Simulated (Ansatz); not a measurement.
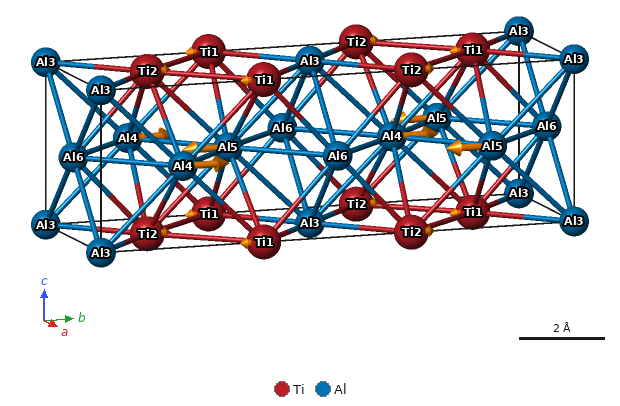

Normal modes of crystalline TiAl2, space group Cmmm (No. 65), at the zone centre. The optical levels lie at 223, 236, 240, 246, 247, 262, 287, 294, 312, 314, 320, 336, 345, 362 (×2) cm⁻¹. One mode is drawn. The orange arrows give the relative displacements of the atoms. The picture is a ball-and-stick view of the conventional cell (2 times the calculation's cell), seen slightly off an axis. Lengths and directions refer to the drawn axes.

All numbers below come from Ansatz 0.2.0, DFT LDA, scalar-relativistic, plane waves, PAW. Settings: plane-wave cutoff 420 eV; k-point mesh 10 × 10 × 10; occupations fermi dirac; smearing width 0.15 eV; no spin polarisation.

The frequencies depend somewhat on the k-mesh and the smearing.

To which level does it belong?

Answer. The level at 314 cm⁻¹. This is the A_g mode, optical level 10 of 14, counted from below, Raman-active by symmetry. The Al (2a) and Al (2c) atoms stay at rest; all motion is along b; atoms of one kind move against one another, with no net shift of any sublattice; the kinetic energy is shared as Al 87 %, Ti 13 %.
